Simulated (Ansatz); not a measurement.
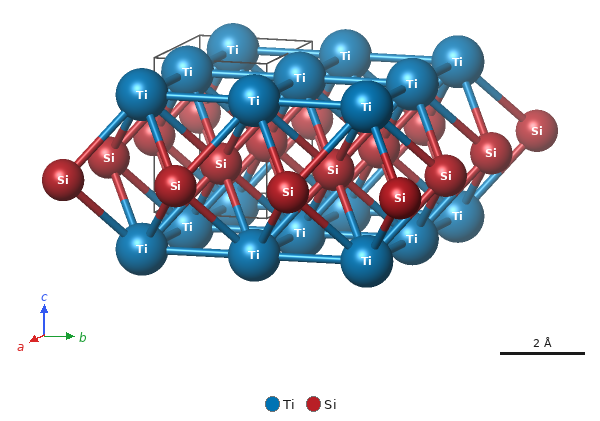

**Figure 1.** The structure as given in the input (ball-and-stick view of the cell of the calculation, repeated 3 × 3 × 1, seen slightly off an axis). An atom can appear more than once, as a periodic image.

## Run report: TiSi, geometry relaxation

The run: geometry relaxation of TiSi (Cmmm, 2 atoms in the cell). Method and program: DFT r2SCAN, scalar-relativistic, plane waves, PAW, no spin polarisation (Ansatz 0.2.0).

The structure derives from a Materials Project entry.

Output
```
Engine: ansatz 0.2.0, aarch64-unknown-linux-gnu
Pseudopotentials: kind: paw
Pseudopotential: Ti, paw, valence charge 12, recommended cutoff 500 eV (meta_gga), Ti.paw.azcp
Pseudopotential: Si, paw, valence charge 4, recommended cutoff 500 eV (meta_gga), Si.paw.azcp
Functional definition: r2SCAN
  parameter k0 = 0.174
  parameter k1 = 0.065
  parameter a1 = 4.9479
  exchange = r2scan_x(k0 = k0, k1 = k1, a1 = a1)
  correlation = r2scan_c
Crystal: 2 atoms, lattice volume = 29.260 Å³
Basis set: ecut = 500 eV, 741 PW (Γ), exchange–correlation on 96×96×120 points (64 copies of the dense FFT grid, shifted against one another)
Bands: 12, of which v1, the nominal top of the filled ones, is band 8 counted from 1 (7 counted from 0)
Symmetry: 8 space group operations
Space group: Cmmm (ITA 65), of the structure as read, at distance tolerance 3.1e-5 Å
k-points: 511 of 3072
Non-local potential: Ti, projectors of the file, l = 0: 3, l = 1: 2, l = 2: 3, l = 3: 1
Non-local potential: Si, projectors of the file, l = 0: 2, l = 1: 2, l = 2: 2
PAW form: soft (Blöchl's): semilocal exchange-correlation on the pseudo side does not see the compensation charge
PAW frozen core: Ti, regenerated for the run's functional (the file was generated under x = pbe(κ = 0.804, μ = 0.2195149727645171), c = pbe(β = 0.06672455060314922))
PAW frozen core: Si, regenerated for the run's functional (the file was generated under x = pbe(κ = 0.804, μ = 0.2195149727645171), c = pbe(β = 0.06672455060314922))
PAW one-centre angular grid: Ti, 590 points (default); XC on 160 Gauss nodes
PAW one-centre angular grid: Si, 302 points (default); XC on 160 Gauss nodes
Initial density: superposition of atomic densities (neutral atoms: chi_scale 0, normalization atom), corrected by the library's trained network
Initial wavefunctions: pseudopotential atomic-orbital guess
Functional: x = r2scan, c = r2scan; τ floored in thin density (d = 2e-4 eV/Å³)
SCF iter   1: F=—  HF=-3144.468175 eV  |F-HF|=—  |Δ(HF+E_count)|=         —  Δρ=1.35e-2  dr2=5.14e-2  dr2_τ=2.16e-2  ethr=1.77e-3  ⟨swp⟩=5.0  Hψ=34830  notcnv=0
preconditioner: auto → none  [metal: Δε(μ)=0.007 eV  Ē_g=6.739 eV  σ=0.100 eV  W_gap=0.04  n_scr=6 (ndim 8)  ℏωp=19.4 eV  f_vac=0.000  D(μ)=1.18/eV (n_scr^D=6)  sad-step TF]
SCF iter   2: F=—  HF=-3144.506439 eV  |F-HF|=—  |Δ(HF+E_count)|=   3.83e-2  Δρ=4.24e-3  dr2=3.34e-3  dr2_τ=7.42e-4  ethr=3.21e-4  ⟨swp⟩=2.8  Hψ=15771  notcnv=0  defer=8
SCF iter   3: F=—  HF=-3144.507096 eV  |F-HF|=—  |Δ(HF+E_count)|=   6.57e-4  Δρ=1.91e-3  dr2=6.87e-4  dr2_τ=4.40e-5  ethr=2.09e-5  ⟨swp⟩=2.1  Hψ=8452  notcnv=0  defer=8
SCF iter   4: F=—  HF=-3144.507490 eV  |F-HF|=—  |Δ(HF+E_count)|=   3.94e-4  Δρ=7.96e-4  dr2=2.88e-4  dr2_τ=1.44e-5  ethr=4.29e-6  ⟨swp⟩=2.6  Hψ=9563  notcnv=0  defer=8
SCF iter   5: F=—  HF=-3144.507455 eV  |F-HF|=—  |Δ(HF+E_count)|=   3.48e-5  Δρ=1.25e-4  dr2=1.59e-6  dr2_τ=2.40e-7  ethr=1.80e-6  ⟨swp⟩=2.2  Hψ=7550  notcnv=0  defer=8
SCF iter   6: F=—  HF=-3144.507460 eV  |F-HF|=—  |Δ(HF+E_count)|=   4.56e-6  Δρ=1.67e-5  dr2=5.50e-8  dr2_τ=2.31e-9  ethr=6.25e-10  ⟨swp⟩=3.1  Hψ=25041  notcnv=0
SCF iter   7: F=-3144.507460 eV  HF=-3144.507460 eV  |F-HF|=1.52e-9  |Δ(HF+E_count)|=   7.47e-9  Δρ=3.89e-6  dr2=1.98e-9  dr2_τ=6.95e-11  ethr=3.44e-10  ⟨swp⟩=2.4  Hψ=20028  notcnv=0
SCF 1 converged in 7 iterations: F = -3144.507460 eV  dr2 = 1.98e-9
  greatest PAW one-centre occupation: 1.002 electrons in one spin orbital (limit 2), on the Ti atom at site 0 (counted from 0), in its partial waves of l = 1
relax step   1: F+E_penalty+E_count = -3144.50746000 eV  Δ(F+E_penalty+E_count) = +0.000e0 eV  max|allowed force component| = 2.445e-29 eV/Å  Δτ_max = 0.0000 Å  P = -1.857 GPa  Ω = 29.260 Å³  (7 SCF iters, dr2 threshold 1.00e-7 eV, accepted)
Crystal: 2 atoms, lattice volume = 28.732 Å³
Basis set: ecut = 500 eV, 729 PW (Γ), exchange–correlation on 96×96×120 points (64 copies of the dense FFT grid, shifted against one another)
Initial density: handed on by an earlier stage of this run
Initial wavefunctions: those handed on with the density
iter 1 solved again at ethr=1.16e-5 eV; its pass at ethr=3.10e-3 eV (dr2=1.85e-3 eV) is discarded
SCF iter   1: F=—  HF=-3144.505957 eV  |F-HF|=—  |Δ(HF+E_count)|=         —  Δρ=1.87e-3  dr2=1.94e-3  dr2_τ=3.72e-3  ethr=1.16e-5  ⟨swp⟩=1.3  Hψ=40040  notcnv=0
preconditioner: auto → none  [metal: Δε(μ)=0.004 eV  Ē_g=6.725 eV  σ=0.100 eV  W_gap=0.02  n_scr=6 (ndim 8)  ℏωp=19.6 eV  f_vac=0.000  D(μ)=1.16/eV (n_scr^D=6)]
SCF iter   2: F=—  HF=-3144.511968 eV  |F-HF|=—  |Δ(HF+E_count)|=   6.01e-3  Δρ=1.87e-3  dr2=1.83e-3  dr2_τ=7.35e-5  ethr=1.16e-5  ⟨swp⟩=2.0  Hψ=9407  notcnv=0
SCF iter   3: F=—  HF=-3144.511605 eV  |F-HF|=—  |Δ(HF+E_count)|=   3.63e-4  Δρ=5.69e-4  dr2=5.01e-5  dr2_τ=5.05e-6  ethr=1.15e-5  ⟨swp⟩=2.1  Hψ=7448  notcnv=0
SCF iter   4: F=—  HF=-3144.511623 eV  |F-HF|=—  |Δ(HF+E_count)|=   1.83e-5  Δρ=2.77e-4  dr2=9.41e-6  dr2_τ=8.99e-7  ethr=3.13e-7  ⟨swp⟩=2.0  Hψ=7521  notcnv=0
SCF iter   5: F=-3144.511632 eV  HF=-3144.511632 eV  |F-HF|=9.75e-8  |Δ(HF+E_count)|=   8.89e-6  Δρ=3.46e-5  dr2=1.09e-7  dr2_τ=6.71e-9  ethr=1.25e-9  ⟨swp⟩=3.0  Hψ=25535  notcnv=0
the search or the solves at the SCF's close seem to have found levels that the self-consistency loop had missed (the run counts 2). By its estimate they hold under 1e-12 electrons; where the run keeps them, the occupations were computed again with them
SCF 2 converged in 5 iterations: F = -3144.511632 eV  dr2 = 1.09e-7
relax step   2: F+E_penalty+E_count = -3144.51163224 eV  Δ(F+E_penalty+E_count) = -4.172e-3 eV  max|allowed force component| = 7.396e-30 eV/Å  Δτ_max = 0.0000 Å  P = +0.400 GPa  Ω = 28.732 Å³  energy of the carried Pulay correction = +1.748e-4 eV  (5 SCF iters, dr2 threshold 2.00e-7 eV, accepted)
Crystal: 2 atoms, lattice volume = 28.749 Å³
iter 1 solved again at ethr=6.08e-7 eV; its pass at ethr=3.10e-3 eV (dr2=9.72e-5 eV) is discarded
SCF iter   1: F=—  HF=-3144.511915 eV  |F-HF|=—  |Δ(HF+E_count)|=         —  Δρ=6.07e-4  dr2=1.05e-4  dr2_τ=1.53e-4  ethr=6.08e-7  ⟨swp⟩=2.0  Hψ=40289  notcnv=0
preconditioner: auto → none  [metal: Δε(μ)=0.002 eV  Ē_g=6.727 eV  σ=0.100 eV  W_gap=0.01  n_scr=6 (ndim 8)  ℏωp=19.6 eV  f_vac=0.000  D(μ)=1.15/eV (n_scr^D=6)]
SCF iter   2: F=—  HF=-3144.512091 eV  |F-HF|=—  |Δ(HF+E_count)|=   1.76e-4  Δρ=4.02e-4  dr2=6.39e-5  dr2_τ=2.98e-6  ethr=6.08e-7  ⟨swp⟩=2.0  Hψ=9529  notcnv=0
SCF iter   3: F=—  HF=-3144.512082 eV  |F-HF|=—  |Δ(HF+E_count)|=   8.77e-6  Δρ=2.22e-4  dr2=1.01e-5  dr2_τ=5.24e-7  ethr=4.00e-7  ⟨swp⟩=2.3  Hψ=8282  notcnv=0
SCF iter   4: F=—  HF=-3144.512083 eV  |F-HF|=—  |Δ(HF+E_count)|=   1.02e-6  Δρ=1.00e-4  dr2=1.10e-6  dr2_τ=5.00e-8  ethr=6.34e-8  ⟨swp⟩=2.0  Hψ=6975  notcnv=0
SCF iter   5: F=-3144.512084 eV  HF=-3144.512084 eV  |F-HF|=2.72e-8  |Δ(HF+E_count)|=   8.67e-7  Δρ=1.92e-5  dr2=3.48e-8  dr2_τ=1.62e-9  ethr=1.25e-9  ⟨swp⟩=2.4  Hψ=22258  notcnv=0
SCF 3 converged in 5 iterations: F = -3144.512084 eV  dr2 = 3.48e-8
relax step   3: F+E_penalty+E_count = -3144.51208399 eV  Δ(F+E_penalty+E_count) = -4.518e-4 eV  max|allowed force component| = 9.861e-32 eV/Å  Δτ_max = 0.0000 Å  P = +0.187 GPa  Ω = 28.749 Å³  energy of the carried Pulay correction = +1.676e-4 eV  (5 SCF iters, dr2 threshold 2.00e-7 eV, accepted)
Crystal: 2 atoms, lattice volume = 28.765 Å³
iter 1 solved again at ethr=3.67e-7 eV; its pass at ethr=3.10e-3 eV (dr2=5.87e-5 eV) is discarded
SCF iter   1: F=—  HF=-3144.512047 eV  |F-HF|=—  |Δ(HF+E_count)|=         —  Δρ=5.42e-4  dr2=6.32e-5  dr2_τ=1.50e-4  ethr=3.67e-7  ⟨swp⟩=2.0  Hψ=40405  notcnv=0
preconditioner: auto → none  [metal: Δε(μ)=0.003 eV  Ē_g=6.726 eV  σ=0.100 eV  W_gap=0.02  n_scr=6 (ndim 8)  ℏωp=19.6 eV  f_vac=0.000  D(μ)=1.14/eV (n_scr^D=6)]
SCF iter   2: F=—  HF=-3144.512245 eV  |F-HF|=—  |Δ(HF+E_count)|=   1.99e-4  Δρ=3.35e-4  dr2=3.47e-5  dr2_τ=1.75e-6  ethr=3.67e-7  ⟨swp⟩=2.0  Hψ=9733  notcnv=0
SCF iter   3: F=—  HF=-3144.512244 eV  |F-HF|=—  |Δ(HF+E_count)|=   1.53e-6  Δρ=2.17e-4  dr2=1.03e-5  dr2_τ=4.85e-7  ethr=2.17e-7  ⟨swp⟩=2.3  Hψ=8466  notcnv=0
SCF iter   4: F=—  HF=-3144.512245 eV  |F-HF|=—  |Δ(HF+E_count)|=   1.04e-6  Δρ=1.01e-4  dr2=1.45e-6  dr2_τ=6.20e-8  ethr=6.46e-8  ⟨swp⟩=1.8  Hψ=6796  notcnv=0
SCF iter   5: F=-3144.512245 eV  HF=-3144.512245 eV  |F-HF|=2.00e-8  |Δ(HF+E_count)|=   7.28e-7  Δρ=2.92e-5  dr2=1.16e-7  dr2_τ=3.81e-9  ethr=1.25e-9  ⟨swp⟩=2.5  Hψ=21632  notcnv=0
SCF 4 converged in 5 iterations: F = -3144.512245 eV  dr2 = 1.16e-7
relax step   4: F+E_penalty+E_count = -3144.51224547 eV  Δ(F+E_penalty+E_count) = -1.615e-4 eV  max|allowed force component| = 4.930e-32 eV/Å  Δτ_max = 0.0000 Å  P = +0.001 GPa  Ω = 28.765 Å³  energy of the carried Pulay correction = +1.625e-4 eV  (5 SCF iters, dr2 threshold 2.00e-7 eV, accepted)
Initial wavefunctions: pseudopotential atomic-orbital guess (no wavefunctions were taken with the density)
iter 1 solved again at ethr=5.39e-8 eV; its pass at ethr=3.10e-3 eV (dr2=8.62e-6 eV) is discarded
SCF iter   1: F=—  HF=-3144.512095 eV  |F-HF|=—  |Δ(HF+E_count)|=         —  Δρ=5.01e-5  dr2=1.54e-7  dr2_τ=6.18e-7  ethr=5.39e-8  ⟨swp⟩=2.8  Hψ=49672  notcnv=0
preconditioner: auto → none  [metal: Δε(μ)=0.009 eV  Ē_g=6.729 eV  σ=0.100 eV  W_gap=0.05  n_scr=6 (ndim 8)  ℏωp=19.6 eV  f_vac=0.000  D(μ)=1.14/eV (n_scr^D=6)]
SCF iter   2: F=—  HF=-3144.512095 eV  |F-HF|=—  |Δ(HF+E_count)|=   6.91e-7  Δρ=2.76e-5  dr2=8.51e-8  dr2_τ=2.97e-8  ethr=9.62e-10  ⟨swp⟩=2.7  Hψ=9932  notcnv=0
SCF iter   3: F=—  HF=-3144.512095 eV  |F-HF|=—  |Δ(HF+E_count)|=   5.50e-8  Δρ=1.75e-5  dr2=9.17e-8  dr2_τ=6.02e-9  ethr=5.32e-10  ⟨swp⟩=2.5  Hψ=9060  notcnv=0
SCF iter   4: F=—  HF=-3144.512095 eV  |F-HF|=—  |Δ(HF+E_count)|=   4.65e-9  Δρ=1.57e-6  dr2=4.16e-10  dr2_τ=3.16e-11  ethr=5.32e-10  ⟨swp⟩=2.4  Hψ=8247  notcnv=0
SCF iter   5: F=—  HF=-3144.512095 eV  |F-HF|=—  |Δ(HF+E_count)|=  1.14e-10  Δρ=8.99e-7  dr2=7.64e-11  dr2_τ=3.07e-12  ethr=2.60e-12  ⟨swp⟩=2.5  Hψ=10612  notcnv=0
SCF iter   6: F=-3144.512095 eV  HF=-3144.512095 eV  |F-HF|=4.55e-13  |Δ(HF+E_count)|=  7.69e-11  Δρ=1.13e-7  dr2=1.53e-12  dr2_τ=5.92e-13  ethr=1.00e-12  ⟨swp⟩=5.2  Hψ=22739  notcnv=0
SCF 5 converged in 6 iterations: F = -3144.512095 eV  dr2 = 1.53e-12
relax step   5: F+E_penalty+E_count = -3144.51209484 eV  Δ(F+E_penalty+E_count) = +1.506e-4 eV  max|allowed force component| = 0.000e0 eV/Å  Δτ_max = 0.0000 Å  P = -0.003 GPa  Ω = 28.765 Å³  stress off target by 3.19e-2 GPa  SCF on the basis re-selected at this cell (its energy is not comparable with the rows above)  (6 SCF iters)
```

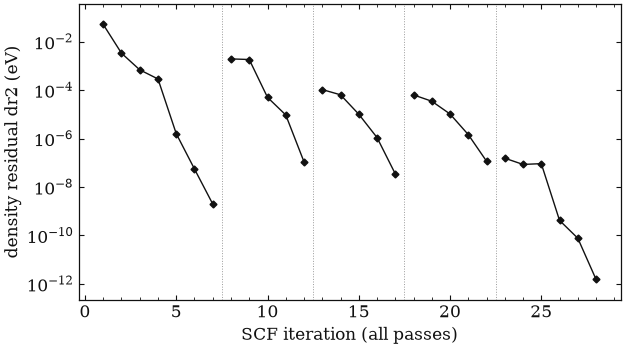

**Figure 2.** Convergence of the self-consistent field: density residual dr2 against the SCF iteration. The dotted lines part the SCF passes of the relaxation: geometry steps, rejected trials and re-solves on a re-selected basis. The 5 passes take 5 to 7 iterations each, 28 in all.

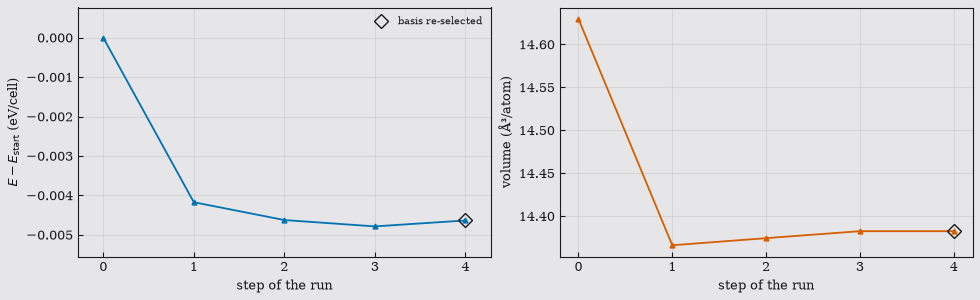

**Figure 3.** Progress of the relaxation, step by step (the first geometry is step 0 here and step 1 in the log).

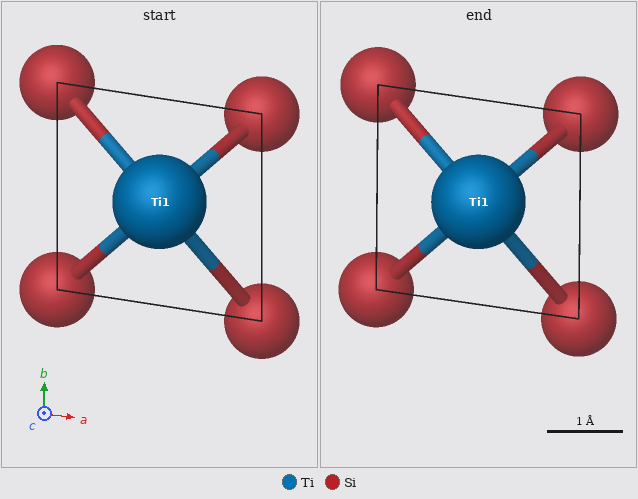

**Figure 4.** Before (left) and after (right) the relaxation, at one scale (ball-and-stick view of the cell of the calculation, along the c axis). The energy falls by 4.8 meV per cell of the calculation in 3 geometry steps. All forces vanish by symmetry, so only the cell relaxes. Pressure: −1.86 GPa at the start and 0.00 GPa at the end. No atom moves by more than 0.005 Å relative to the cell. The volume changes by −1.7 %, with a = b 2.790 → 2.759 Å (−1.1 %), c 3.804 → 3.814 Å (+0.3 %), γ 98.8° → 97.7°. Distances before and after: Ti1–Ti1 2.790 → 2.759 Å, Ti1–Si2 2.846 → 2.820 Å. The space group stays Cmmm (No. 65). A last SCF at the same geometry on a re-selected plane-wave basis shifts the energy by +0.1 meV per cell of the calculation. (Atoms are counted from 1 in the order of the input.)

```
basis re-selected at this cell: Δ(F+E_penalty+E_count) = +1.506e-4 eV, ΔP = -0.004 GPa vs the last step (what re-selecting the basis moved, of the pressure what is left beyond the Pulay correction that the steps carried, after the strain that the cell walked since its last selection, with what the two solves' SCF thresholds leave and, on support functions, any second-order correction that the steps lacked; it is no measure of the basis error at this ecutwfc). This SCF's stress stands 3.19e-2 GPa from its target on what of the cell is left free (relax.cell.stress_tol is 5.00e-2 GPa) and its largest allowed force component is 0.00e0 eV/Å (relax.f_tol is 5.00e-3 eV/Å): within both
SCF converged after 6 iterations
Free energy (F): -3144.512095 eV
Harris-Foulkes:  -3144.512095 eV  (|F-HF|=4.55e-13)
Internal energy: -3144.506406 eV  (E = F + TS)
E sigma→0 (E₀):  -3144.509250 eV
Entropy (-TS):   -0.005689 eV (-2.845 meV/atom)
Fermi energy:    13.740788 eV
--- Per-component energies (eV) ---
  E_band       = -138.351351
  E_kinetic    = 317.754688
  E_local      = -948.989760  (includes V_loc(G=0)·N_el)
  E_nonlocal   = 32.289690
  E_hartree    = 409.543081
  E_xc         = -146.644871
  E_vxc        = -186.099160  (∫ρ·V_xc dr)
  E_paw        = -1576.856349  (= ΣΔE_a)
  E_vpaw       = -183.736413  (= ΣTr[D̂ρ^β])
  E_aug_tail   = 0.000103  (compensation charges beyond the density's cutoff)
  E_vtau       = 11.343356  (kinetic-family band-sum trace: ∫τ·v_τ [+ j·A + Jᵃ·Aᵃ] dr)
  E_ewald      = -1231.273097
  E_core_change = -0.329890  (= ΣΔE_core)
  E_smearing   = -0.005689  (= −TS)
  E_closure    = -0.000000  (closes the sum)
  Σ components = -3144.512095   (vs F -3144.512095, Δ=0.00e0)
--- Forces (eV/Å), atoms counted from 1 ---
  atom   1  Ti     0.00000000     0.00000000     0.00000000
  atom   2  Si     0.00000000     0.00000000     0.00000000
  max |Σ_I F_I| component: 0.00e0 eV/Å
--- Stress (GPa, compression-positive) ---
        0.018511       0.000000       0.000000
        0.000000      -0.031890       0.000000
        0.000000       0.000000       0.003441
  P = ⅓ Tr σ = -0.0033 GPa (-0.033 kbar)
--- Band table (eV; the first three rows and the last of 511) ---
  k-point 0: bands = ["-45.3462", "-20.7178", "-20.2446", "-20.1414", "1.0931", "11.0653", "11.6348", "12.3305", "15.6103", "16.3153", "17.1191", "19.4044"]
  k-point 1: bands = ["-45.3461", "-20.7209", "-20.2445", "-20.1413", "1.1622", "10.3504", "12.2439", "12.3499", "15.5085", "16.2551", "17.1245", "19.6040"]
  k-point 2: bands = ["-45.3458", "-20.7295", "-20.2442", "-20.1410", "1.3624", "9.3680", "12.4039", "12.9358", "15.2652", "16.1041", "17.1388", "20.1345"]
  k-point 510: bands = ["-45.1850", "-20.7678", "-20.6885", "-20.5896", "8.5250", "9.6515", "9.9591", "10.7181", "16.0786", "16.2446", "16.4956", "18.0615"]
--- Relaxed structure (4 steps of the walk, 4 accepted, 1 SCFs on fresh bases) ---
  F+E_penalty+E_count = -3144.51209484 eV   max|allowed force component| = 0.000e0 eV/Å   (the final SCF, on the basis selected at the relaxed cell)
  cell:  # Å, volume = 28.7649 Å³
    - [1.8153525039267024, -2.0775108115584464, 0.0]
    - [1.8153525039267024, 2.0775108115584464, 0.0]
    - [0.0, 0.0, 3.8135469853610586]
  atoms:
    - { symbol: Ti, position: [0.5, 0.5, 0.0] }
    - { symbol: Si, position: [0.0, 0.0, 0.5] }
```

Trajectory as extended XYZ (Å, eV, eV/Å), 5 frames, from step=1 to step=5
```
2
Lattice="1.8162 -2.1176 0.0000 1.8162 2.1176 0.0000 0.0000 0.0000 3.8039" Properties=species:S:1:pos:R:3:forces:R:3 step=1 energy=-3144.50746 pressure_GPa=-1.86
Ti    1.8162    0.0000    0.0000    0.0000   0.0000   0.0000
Si    0.0000    0.0000    1.9020    0.0000   0.0000   0.0000
2
Lattice="1.8086 -2.0904 0.0000 1.8086 2.0904 0.0000 0.0000 0.0000 3.7999" Properties=species:S:1:pos:R:3:forces:R:3 step=2 energy=-3144.51163 pressure_GPa=0.40
Ti    1.8086    0.0000    0.0000    0.0000   0.0000   0.0000
Si    0.0000    0.0000    1.9000    0.0000   0.0000   0.0000
2
Lattice="1.8105 -2.0840 0.0000 1.8105 2.0840 0.0000 0.0000 0.0000 3.8097" Properties=species:S:1:pos:R:3:forces:R:3 step=3 energy=-3144.51208 pressure_GPa=0.19
Ti    1.8105    0.0000    0.0000    0.0000   0.0000   0.0000
Si    0.0000    0.0000    1.9048    0.0000   0.0000   0.0000
2
Lattice="1.8154 -2.0775 0.0000 1.8154 2.0775 0.0000 0.0000 0.0000 3.8135" Properties=species:S:1:pos:R:3:forces:R:3 step=4 energy=-3144.51224 pressure_GPa=0.00
Ti    1.8154    0.0000    0.0000    0.0000   0.0000   0.0000
Si    0.0000    0.0000    1.9068    0.0000   0.0000   0.0000
2
Lattice="1.8154 -2.0775 0.0000 1.8154 2.0775 0.0000 0.0000 0.0000 3.8135" Properties=species:S:1:pos:R:3:forces:R:3 step=5 energy=-3144.51210 pressure_GPa=-0.00
Ti    1.8154    0.0000    0.0000    0.0000   0.0000   0.0000
Si    0.0000    0.0000    1.9068    0.0000   0.0000   0.0000
```

The run was set up as follows.

The input
```yaml
crystal:
  lattice:
    - [1.816178, -2.117624, 0.0]
    - [1.816178, 2.117624, 0.0]
    - [0.0, 0.0, 3.803934]
  atoms:
    - { symbol: Ti, position: [0.5, 0.5, 0.0] }
    - { symbol: Si, position: [0.0, 0.0, 0.5] }
basis:
  ecutwfc: 500
kpoints:
  mp_grid: { grid: [16, 16, 12] }
hamiltonian:
  xc: r2scan
scf:
  occupations: { method: gaussian, width: 0.1 }
output:
  forces: true
  stress: true
  eigenvalues: true
relax:
  adjacent_minimum: "off"
  f_tol: 0.005
  max_steps: 80
  cell: { stress_tol: 0.05 }
```

Command:
```bash
ansatz run input.yaml --threads 1 --pin off --max-ram 2560MiB --backend cpu --events-out ev --progress --plain --runs-dir out
```

Key numbers

| quantity | value |
| --- | --- |
| outcome | converged |
| space group (tolerance 0.01 Å) | Cmmm (65) |
| electrons treated | 16 |
| free energy | −3144.5121 eV |
| Fermi energy | 13.741 eV |
| gap on the k-point mesh | none (metallic) |
| pressure | 0.00 GPa |
| final volume | 28.76 Å³ |
| largest force (length of the vector) at the end | under 0.001 eV/Å |
| final cell | a = 2.759 Å, b = 2.759 Å, c = 3.814 Å, α = 90.00°, β = 90.00°, γ = 97.71° |
| hardware | 1 thread of Arm Neoverse V2, 24 GiB of memory available, shared host |
| wall time | 1.7 min |
| peak memory | 0.59 GiB |
